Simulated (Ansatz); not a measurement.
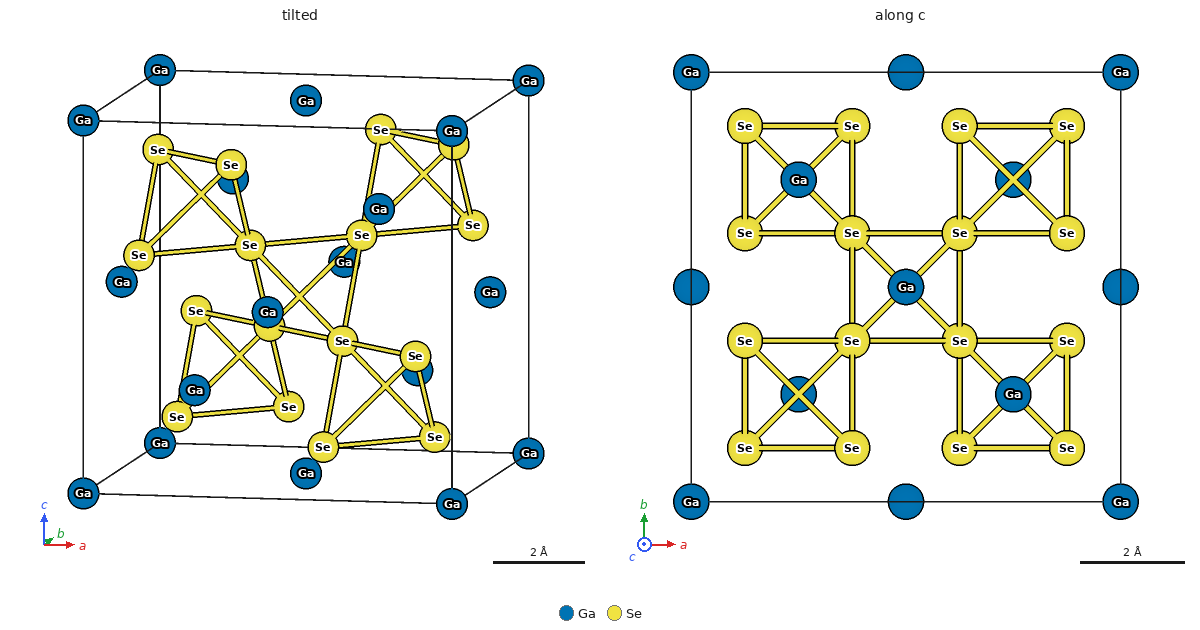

The image is a ball-and-stick drawing of a crystal, viewed slightly off an axis and along the c axis. Atoms at the boundary of the conventional unit cell (the box) are drawn once for each face, edge or corner they touch. Cell: a = 8.31 Å, b = 8.31 Å, c = 8.31 Å, α = 90.00°, β = 90.00°, γ = 90.00°.

Its origin is a structure type filled with these elements by a generator (whether the compound takes this form wasn't checked). Earlier steps of the study, as a rule a relaxation of our own, may have changed the cell and positions, so they can lie some per cent off the listed ones. It was the input of a calculation with Ansatz.

Notes on the structure:

The formula is GaSe2. The structure has Fd-3m (No. 227) symmetry and a face-centred cubic lattice. The prototype is cubic Laves phase (C15, MgCu₂ type). It has 24 atoms to the cell (8 Ga, 16 Se). Se bonds to six Se at about 2.9 Å. The bonds build a three-dimensional framework; Ga atoms get no bond from the drawing's distance rule.

All computed values are from DFT PBE, scalar-relativistic, plane waves, PAW in Ansatz. Settings: 420 eV cutoff, k-points about 0.16 Å⁻¹ apart, Gaussian smearing of 0.1 eV, no spin polarisation.

Is the electronic structure metallic or gapped?

A metal: bands cross the Fermi level.

What does a Bader analysis give?

Ga +0.54 e; Se -0.27 e.

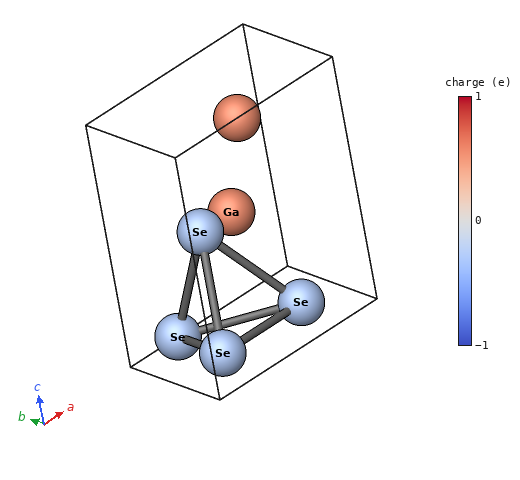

The atoms coloured by those charges. The run's cell of 6 atoms is drawn, so axes and origin can differ from the first picture.

Are forces and stress small enough to call this relaxed?

Yes. All forces vanish to within 0.01 eV/Å. The pressure is 0.0 GPa, close to zero.
